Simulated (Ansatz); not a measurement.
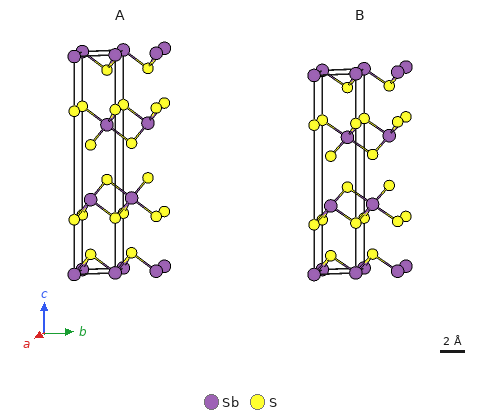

Two geometries of crystalline SbS$_{2}$ (built on the cadmium chloride type) (coarse preliminary run), drawn at one scale. One is the start of a relaxation, the other its converged end. Style: ball-and-stick. Shown: the conventional cell (3 times the calculation's cell), repeated 1 × 2 × 1 with one cell outlined, slightly off an axis. Lengths and directions refer to the drawn axes.

These are results of Ansatz 0.2.0, DFT PBE, scalar-relativistic, plane waves, PAW, not measurements. Set-up: plane-wave cutoff 420 eV; k-point mesh 6 × 6 × 6; occupations gaussian; smearing width 0.1 eV; no spin polarisation; cell and atoms relaxed; force threshold 0.04 eV/Å; at most 70 steps.

### Which of the two is the end point?

Structure A is the relaxed one. Case: cadmium chloride type (R-3m, No. 166). Over 4 accepted moves (6 points after the start) the energy falls by 32.8 meV per atom. Largest force component: 0.72 eV/Å at the start, 0.018 eV/Å at the end. The pressure goes from 2.48 to 0.18 GPa. The line search rejected the trial step at point 1 of the run. At 1 point the geometry stayed and the basis and grid were re-selected for the new cell (energy shift of 0.3 meV per atom at most each time). The largest moves relative to the cell, 0.022 Å, are those of S atoms. Sb stays in place. Cell: a = b 3.811 → 3.738 Å (−1.9 %), c 17.264 → 18.894 Å (+9.4 %). Volume +5.3 %. Some distances before and after: S–Sb 2.629 → 2.659 Å. Among the angles between lasting bonds that change: S–Sb–S 92.9° → 89.3°, S–Sb–S 87.1° → 90.7°, Sb–S–Sb 92.9° → 89.3°. The space group stays R-3m (No. 166). The run took 19 s on 1 thread of Arm Neoverse V1, on a shared host, peak memory 0.36 GiB.
